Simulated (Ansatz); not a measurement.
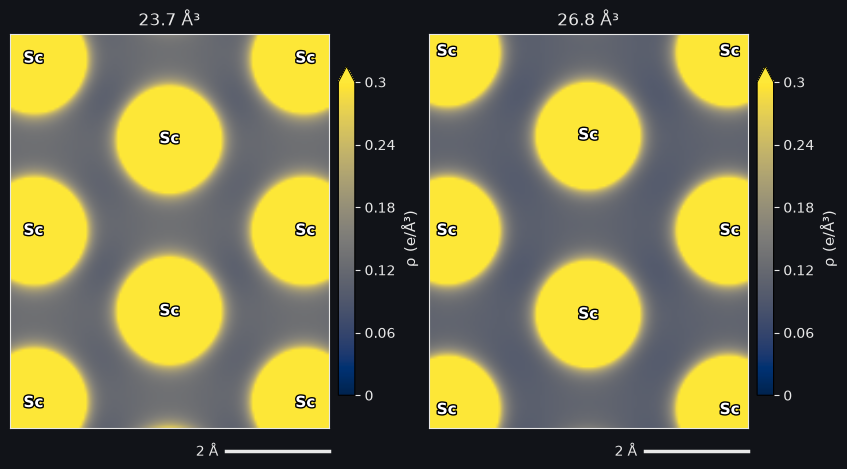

Sc. The valence electron density of cells scaled evenly to different volumes (given per atom above each panel), on the (100) plane of each (indices in the axes of the cell below), at one length scale and on one colour scale.

A structure from a database of computed crystals, not necessarily the ambient phase.

The calculation used Ansatz 0.2.0, Kohn-Sham DFT of a periodic cell, PBE, Ansatz PAW.

The largest cell:

```yaml
crystal:
  lattice:
    - [5.52903, 0.00000, 0.00000]
    - [0.00000, 5.52903, 0.00000]
    - [0.00000, 0.00000, 3.50258]
  atoms:
    - { symbol: Sc, position: [0.00000, 0.50000, 0.46734] }
    - { symbol: Sc, position: [0.50000, 0.00000, 0.53266] }
    - { symbol: Sc, position: [0.00000, 0.00000, 0.00000] }
    - { symbol: Sc, position: [0.50000, 0.50000, 0.00000] }
```

| volume (Å³/atom) | Sc–Sc contact in the plane (Å) | ρ at its midpoint (e/Å³) | pressure (GPa) | 
| --- | --- | --- | --- |
| 23.74 | 3.087 | 0.108 | 2.4 | 
| 25.25 | 3.151 | ? | ? | 
| 26.77 | 3.213 | 0.096 | −3.5 | 

Question: What values belong in the row with question marks?

Answer: Over the known rows ln ρ falls by 0.93 per Å of Sc–Sc distance (the line through the two), which gives 0.102 e/Å³ at 3.151 Å; the calculation gives 0.102 e/Å³. For the pressure, a straight line in volume between the neighbouring rows gives −0.5 GPa; the calculation gives −0.9, lower because pressure rises ever faster on compression.
